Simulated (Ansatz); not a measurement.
SnO2: geometry relaxation (part 1 of 2)

- system: SnO2 (R-3m, 3 atoms in the cell)
- method: DFT r2SCAN, scalar-relativistic, plane waves, PAW, no spin polarisation (Ansatz 0.2.0)

The structure derives from a Materials Project entry.

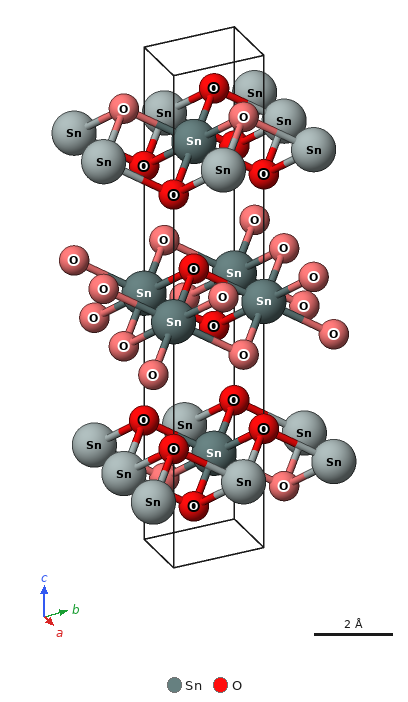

**Figure 1.** The starting structure (ball-and-stick view of the cell 3 times as large as that of the calculation, set on its symmetry axes, seen slightly off an axis; neighbours outside the cell are drawn fainter). Near neighbours in the crystal (not all of them lie inside the picture): Sn has 6 O at 2.09 Å; O has 3 Sn at 2.09 Å.

### The input
```yaml
crystal:
  lattice:
    - [1.6046805984, 0.9264627755, 4.3421507573]
    - [-1.6046805984, 0.9264627755, 4.3421507573]
    - [0.0, -1.8529255509, 4.3421507573]
  atoms:
    - { symbol: Sn, position: [0.5, 0.5, 0.5] }
    - { symbol: O, position: [0.2414607666, 0.2414607666, 0.2414607666] }
    - { symbol: O, position: [0.7585392334, 0.7585392334, 0.7585392334] }
basis:
  ecutwfc: 500
kpoints:
  mp_grid: { grid: [12, 12, 12] }
hamiltonian:
  xc: r2scan
scf:
  occupations: { method: gaussian, width: 0.02 }
output:
  forces: true
  stress: true
  eigenvalues: true
  write_density: true
  write_potential: true
  elf: true
  volumetric_format: npy
relax:
  adjacent_minimum: "off"
  f_tol: 0.005
  max_steps: 80
  cell: { stress_tol: 0.05 }
```

Hardware: 1 thread of Oxide Virtual Turin-like (Zen 5), 32 GiB of memory available, shared host.

Command:
```bash
ansatz run input.yaml --threads 1 --pin off --max-ram 2560MiB --backend cpu --events-out ev --progress --plain --runs-dir out
```

### The program's output
```
basis.fft_grid_basis auto: the FFT boxes are laid along the combinations [[1, -1, 0], [0, 1, 0], [0, -1, 1]] of the cell's own vectors, 3.209, 4.721 and 3.209 Å long. The dense box has 24×36×24 points. Along the cell's own vectors, as sized, it would have 36×36×36, 2.25 times as many. Of the 12 symmetry operations that the crystal satisfies within crystal.symmetry.tolerance (time reversal apart; of a slab, those that keep its plane) the dense box along the cell's own vectors carries 12, and the one as laid loses 8 of those. basis.fft_grid_basis: typed keeps the cell's own vectors: state it where this run's energies or levels are differenced outside the engine with another run's, or held beside a run that keeps those vectors. Those combinations have planes normal to reciprocal vector 3, as the cell's own vectors have. Each planar average written beside output.write_density, output.write_potential has a row for each plane of the box: 24. The volumetric files lie along those combinations, not along the cell's own vectors: a cube or XSF file states them, and fields.json those of NumPy files.
Engine: ansatz 0.2.0, x86_64-unknown-linux-gnu
Pseudopotentials: kind: paw
Pseudopotential: Sn, paw, valence charge 14, recommended cutoff 500 eV (meta_gga), Sn.paw.azcp
Pseudopotential: O, paw, valence charge 6, recommended cutoff 500 eV (meta_gga), O.paw.azcp
Functional definition: r2SCAN
  parameter k0 = 0.174
  parameter k1 = 0.065
  parameter a1 = 4.9479
  exchange = r2scan_x(k0 = k0, k1 = k1, a1 = a1)
  correlation = r2scan_c
Crystal: 3 atoms, lattice volume = 38.732 Å³
Basis set: ecut = 500 eV, 981 PW (Γ), FFT grids on a1−a2, a2, −a2+a3, exchange–correlation on 96×144×96 points (64 copies of the dense FFT grid, shifted against one another)
Bands: 17, of which v1, the nominal top of the filled ones, is band 13 counted from 1 (12 counted from 0)
Symmetry: 12 space group operations
Space group: R-3m (ITA 166), of the structure as read, at distance tolerance 3.4e-5 Å
k-points: 189 of 1728
Non-local potential: Sn, projectors of the file, l = 0: 2, l = 1: 2, l = 2: 2, l = 3: 2
Non-local potential: O, projectors of the file, l = 0: 2, l = 1: 2, l = 2: 1
PAW form: soft (Blöchl's): semilocal exchange-correlation on the pseudo side does not see the compensation charge
PAW frozen core: Sn, regenerated for the run's functional (the file was generated under x = pbe(κ = 0.804, μ = 0.2195149727645171), c = pbe(β = 0.06672455060314922))
PAW frozen core: O, regenerated for the run's functional (the file was generated under x = pbe(κ = 0.804, μ = 0.2195149727645171), c = pbe(β = 0.06672455060314922))
PAW one-centre angular grid: Sn, 590 points (default); XC on 249 of its mesh's 2787 points in the sphere
PAW one-centre angular grid: O, 302 points (default); XC on 160 Gauss nodes
Initial density: superposition of atomic densities (neutral atoms: chi_scale 0, normalization atom), corrected by the library's trained network
Initial wavefunctions: pseudopotential atomic-orbital guess
Functional: x = r2scan, c = r2scan; τ floored in thin density (d = 2e-4 eV/Å³)
SCF iter   1: F=—  HF=-7175.529061 eV  |F-HF|=—  |Δ(HF+E_count)|=         —  Δρ=9.87e-3  dr2=2.77e-2  dr2_τ=1.27e-1  ethr=1.77e-3  ⟨swp⟩=6.0  Hψ=17407  notcnv=0
preconditioner: auto → none  [insulator: Δε(μ)=2.492 eV  Ē_g=21.257 eV  σ=0.020 eV  W_gap=1.00  n_scr=14 (ndim 8)  ℏωp=30.4 eV  f_vac=0.076  D(μ)=0.00/eV (n_scr^D=0)  ε∞_Penn≈3.0]
SCF iter   2: F=—  HF=-7175.588696 eV  |F-HF|=—  |Δ(HF+E_count)|=   5.96e-2  Δρ=5.43e-3  dr2=3.92e-3  dr2_τ=8.23e-4  ethr=1.07e-4  ⟨swp⟩=2.9  Hψ=7273  notcnv=0
SCF iter   3: F=—  HF=-7175.588760 eV  |F-HF|=—  |Δ(HF+E_count)|=   6.44e-5  Δρ=1.77e-3  dr2=9.26e-4  dr2_τ=9.16e-5  ethr=1.51e-5  ⟨swp⟩=2.0  Hψ=4900  notcnv=0
SCF iter   4: F=—  HF=-7175.588655 eV  |F-HF|=—  |Δ(HF+E_count)|=   1.05e-4  Δρ=3.99e-4  dr2=6.23e-5  dr2_τ=3.81e-6  ethr=3.56e-6  ⟨swp⟩=2.0  Hψ=4963  notcnv=0
SCF iter   5: F=—  HF=-7175.588638 eV  |F-HF|=—  |Δ(HF+E_count)|=   1.67e-5  Δρ=8.32e-5  dr2=1.26e-6  dr2_τ=1.97e-7  ethr=2.40e-7  ⟨swp⟩=2.1  Hψ=4375  notcnv=0
SCF iter   6: F=-7175.588638 eV  HF=-7175.588638 eV  |F-HF|=2.48e-8  |Δ(HF+E_count)|=   1.92e-8  Δρ=1.66e-5  dr2=3.83e-8  dr2_τ=5.51e-9  ethr=3.85e-10  ⟨swp⟩=7.4  Hψ=22126  notcnv=0
SCF 1 converged in 6 iterations: F = -7175.588638 eV  dr2 = 3.83e-8
  greatest PAW one-centre occupation: 0.996 electrons in one spin orbital (limit 2), on the Sn atom at site 0 (counted from 0), in its partial waves of l = 2
relax step   1: F+E_penalty+E_count = -7175.58863834 eV  Δ(F+E_penalty+E_count) = +0.000e0 eV  max|allowed force component| = 2.483e-3 eV/Å  Δτ_max = 0.0000 Å  P = +0.122 GPa  Ω = 38.732 Å³  (6 SCF iters, dr2 threshold 1.00e-7 eV, accepted)
Crystal: 3 atoms, lattice volume = 38.850 Å³
Initial density: handed on by an earlier stage of this run
Initial wavefunctions: those handed on with the density
iter 1 solved again at ethr=1.23e-7 eV; its pass at ethr=3.10e-3 eV (dr2=3.20e-5 eV) is discarded
SCF iter   1: F=—  HF=-7175.588365 eV  |F-HF|=—  |Δ(HF+E_count)|=         —  Δρ=5.17e-4  dr2=3.09e-5  dr2_τ=9.10e-4  ethr=1.23e-7  ⟨swp⟩=2.0  Hψ=19194  notcnv=0
preconditioner: auto → none  [insulator: Δε(μ)=2.437 eV  Ē_g=21.202 eV  σ=0.020 eV  W_gap=1.00  n_scr=14 (ndim 8)  ℏωp=30.4 eV  f_vac=0.079  D(μ)=0.00/eV (n_scr^D=0)  ε∞_Penn≈3.1]
SCF iter   2: F=—  HF=-7175.588605 eV  |F-HF|=—  |Δ(HF+E_count)|=   2.40e-4  Δρ=2.67e-4  dr2=1.27e-5  dr2_τ=8.73e-7  ethr=1.19e-7  ⟨swp⟩=2.0  Hψ=6342  notcnv=0
SCF iter   3: F=—  HF=-7175.588606 eV  |F-HF|=—  |Δ(HF+E_count)|=   1.15e-6  Δρ=1.43e-4  dr2=2.60e-6  dr2_τ=6.38e-7  ethr=4.88e-8  ⟨swp⟩=2.0  Hψ=4542  notcnv=0
SCF iter   4: F=—  HF=-7175.588606 eV  |F-HF|=—  |Δ(HF+E_count)|=   6.30e-8  Δρ=1.97e-5  dr2=7.57e-8  dr2_τ=1.80e-8  ethr=9.99e-9  ⟨swp⟩=2.0  Hψ=4118  notcnv=0
SCF iter   5: F=-7175.588606 eV  HF=-7175.588606 eV  |F-HF|=5.55e-11  |Δ(HF+E_count)|=   3.49e-8  Δρ=5.28e-6  dr2=5.14e-9  dr2_τ=6.75e-10  ethr=1.79e-10  ⟨swp⟩=8.9  Hψ=19653  notcnv=0
SCF 2 converged in 5 iterations: F = -7175.588606 eV  dr2 = 5.14e-9
relax step   2: F+E_penalty+E_count = -7175.58860617 eV  Δ(F+E_penalty+E_count) = +3.217e-5 eV  max|allowed force component| = 1.143e-2 eV/Å  Δτ_max = 0.0032 Å  P = -0.032 GPa  Ω = 38.850 Å³  energy of the carried Pulay correction = -5.134e-5 eV  (5 SCF iters, dr2 threshold 4.67e-8 eV, accepted)
Crystal: 3 atoms, lattice volume = 38.825 Å³
iter 1 solved again at ethr=8.26e-9 eV; its pass at ethr=3.10e-3 eV (dr2=2.15e-6 eV) is discarded
SCF iter   1: F=—  HF=-7175.588628 eV  |F-HF|=—  |Δ(HF+E_count)|=         —  Δρ=1.29e-4  dr2=2.12e-6  dr2_τ=7.16e-5  ethr=8.26e-9  ⟨swp⟩=2.0  Hψ=18885  notcnv=0
preconditioner: auto → none  [insulator: Δε(μ)=2.437 eV  Ē_g=21.211 eV  σ=0.020 eV  W_gap=1.00  n_scr=14 (ndim 8)  ℏωp=30.4 eV  f_vac=0.077  D(μ)=0.00/eV (n_scr^D=0)  ε∞_Penn≈3.1]
SCF iter   2: F=—  HF=-7175.588637 eV  |F-HF|=—  |Δ(HF+E_count)|=   8.57e-6  Δρ=6.53e-5  dr2=8.06e-7  dr2_τ=5.97e-8  ethr=8.17e-9  ⟨swp⟩=2.0  Hψ=5670  notcnv=0
SCF iter   3: F=—  HF=-7175.588637 eV  |F-HF|=—  |Δ(HF+E_count)|=   4.21e-8  Δρ=3.38e-5  dr2=1.38e-7  dr2_τ=3.29e-8  ethr=3.10e-9  ⟨swp⟩=2.0  Hψ=4494  notcnv=0
SCF iter   4: F=-7175.588637 eV  HF=-7175.588637 eV  |F-HF|=1.31e-9  |Δ(HF+E_count)|=   1.88e-8  Δρ=4.39e-6  dr2=5.85e-9  dr2_τ=7.46e-10  ethr=7.88e-11  ⟨swp⟩=6.7  Hψ=20121  notcnv=0
SCF 3 converged in 4 iterations: F = -7175.588637 eV  dr2 = 5.85e-9
relax step   3: F+E_penalty+E_count = -7175.58863662 eV  Δ(F+E_penalty+E_count) = -3.045e-5 eV  max|allowed force component| = 3.225e-3 eV/Å  Δτ_max = 0.0009 Å  P = +0.009 GPa  Ω = 38.825 Å³  energy of the carried Pulay correction = -4.030e-5 eV  (4 SCF iters, dr2 threshold 2.05e-8 eV, accepted)
Crystal: 3 atoms, lattice volume = 38.853 Å³
iter 1 solved again at ethr=8.96e-9 eV; its pass at ethr=3.10e-3 eV (dr2=2.33e-6 eV) is discarded
SCF iter   1: F=—  HF=-7175.588613 eV  |F-HF|=—  |Δ(HF+E_count)|=         —  Δρ=1.40e-4  dr2=2.48e-6  dr2_τ=3.97e-5  ethr=8.96e-9  ⟨swp⟩=3.0  Hψ=20201  notcnv=0
preconditioner: auto → none  [insulator: Δε(μ)=2.444 eV  Ē_g=21.210 eV  σ=0.020 eV  W_gap=1.00  n_scr=14 (ndim 8)  ℏωp=30.4 eV  f_vac=0.079  D(μ)=0.00/eV (n_scr^D=0)  ε∞_Penn≈3.1]
SCF iter   2: F=—  HF=-7175.588631 eV  |F-HF|=—  |Δ(HF+E_count)|=   1.78e-5  Δρ=7.33e-5  dr2=8.94e-7  dr2_τ=5.91e-8  ethr=8.96e-9  ⟨swp⟩=2.0  Hψ=5670  notcnv=0
SCF iter   3: F=—  HF=-7175.588631 eV  |F-HF|=—  |Δ(HF+E_count)|=   3.04e-7  Δρ=3.75e-5  dr2=2.89e-7  dr2_τ=4.69e-8  ethr=3.44e-9  ⟨swp⟩=2.0  Hψ=4589  notcnv=0
SCF iter   4: F=-7175.588631 eV  HF=-7175.588631 eV  |F-HF|=1.92e-9  |Δ(HF+E_count)|=   3.19e-8  Δρ=4.32e-6  dr2=4.88e-9  dr2_τ=1.51e-9  ethr=2.47e-11  ⟨swp⟩=6.9  Hψ=20478  notcnv=0
SCF 4 converged in 4 iterations: F = -7175.588631 eV  dr2 = 4.88e-9
relax step   4: F+E_penalty+E_count = -7175.58863103 eV  Δ(F+E_penalty+E_count) = +5.598e-6 eV  max|allowed force component| = 1.504e-3 eV/Å  Δτ_max = 0.0005 Å  P = +0.018 GPa  Ω = 38.853 Å³  energy of the carried Pulay correction = -5.167e-5 eV  (4 SCF iters, dr2 threshold 6.41e-9 eV, accepted)
Initial wavefunctions: pseudopotential atomic-orbital guess (no wavefunctions were taken with the density)
iter 1 solved again at ethr=6.69e-8 eV; its pass at ethr=3.10e-3 eV (dr2=1.74e-5 eV) is discarded
SCF iter   1: F=—  HF=-7175.588677 eV  |F-HF|=—  |Δ(HF+E_count)|=         —  Δρ=5.05e-5  dr2=2.51e-8  dr2_τ=1.61e-8  ethr=6.69e-8  ⟨swp⟩=3.3  Hψ=26887  notcnv=0
preconditioner: auto → none  [insulator: Δε(μ)=2.443 eV  Ē_g=21.211 eV  σ=0.020 eV  W_gap=1.00  n_scr=14 (ndim 8)  ℏωp=30.4 eV  f_vac=0.079  D(μ)=0.00/eV (n_scr^D=0)  ε∞_Penn≈3.1]
SCF iter   2: F=—  HF=-7175.588682 eV  |F-HF|=—  |Δ(HF+E_count)|=   4.47e-6  Δρ=2.52e-5  dr2=5.67e-9  dr2_τ=1.23e-7  ethr=9.63e-11  ⟨swp⟩=2.1  Hψ=5219  notcnv=0
SCF iter   3: F=—  HF=-7175.588682 eV  |F-HF|=—  |Δ(HF+E_count)|=   2.89e-7  Δρ=3.42e-6  dr2=1.56e-9  dr2_τ=1.49e-9  ethr=2.18e-11  ⟨swp⟩=2.0  Hψ=4730  notcnv=0
SCF iter   4: F=—  HF=-7175.588682 eV  |F-HF|=—  |Δ(HF+E_count)|=   2.61e-9  Δρ=7.99e-7  dr2=1.61e-11  dr2_τ=1.20e-10  ethr=1.00e-12  ⟨swp⟩=5.5  Hψ=17475  notcnv=0
SCF iter   5: F=-7175.588682 eV  HF=-7175.588682 eV  |F-HF|=7.28e-12  |Δ(HF+E_count)|=  3.36e-10  Δρ=8.28e-8  dr2=9.95e-13  dr2_τ=3.42e-13  ethr=1.00e-12  ⟨swp⟩=5.9  Hψ=13355  notcnv=0
SCF 5 converged in 5 iterations: F = -7175.588682 eV  dr2 = 9.95e-13
relax step   5: F+E_penalty+E_count = -7175.58868196 eV  Δ(F+E_penalty+E_count) = -5.093e-5 eV  max|allowed force component| = 1.475e-3 eV/Å  Δτ_max = 0.0000 Å  P = +0.017 GPa  Ω = 38.853 Å³  stress off target by 1.84e-2 GPa  SCF on the basis re-selected at this cell (its energy is not comparable with the rows above)  (5 SCF iters)
```
